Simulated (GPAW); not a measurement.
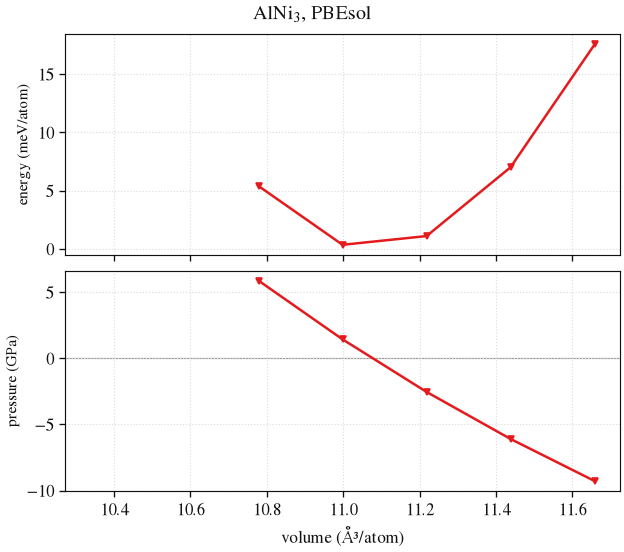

The figure shows the energy and pressure against volume for AlNi₃, space group Fm-3m (No. 225).

Cell as given: a = 3.962 Å, b = 3.962 Å, c = 3.962 Å, α = 60.00°, β = 60.00°, γ = 60.00°; 4 atoms.

How it was computed, with GPAW 26.7.0: PAW DFT in plane waves, on a grid or in atomic orbitals, collinear spins; energies at scaled volumes of the given cell, shape and fractions fixed, counted from the fit's minimum, third-order Birch-Murnaghan fit. Level: PBEsol, collinear spin.

- k mesh: 8×8×8
- occupations: Fermi–Dirac
- smearing width: 0.05 eV
- potentials: PAW data sets made by gpaw setup for the functional
- wave cutoff: 600 eV
- program settings: basis pw

The points at volume 10.34 Å³/atom and 10.56 Å³/atom are left out of the plot. What values does the calculation give there?

| volume (Å³/atom) | energy (meV/atom) | pressure (GPa) |
| --- | --- | --- |
| 10.34 | 35.57 | 16.39 |
| 10.56 | 16.88 | 10.84 |

Note: nickel data set pressure off other codes.
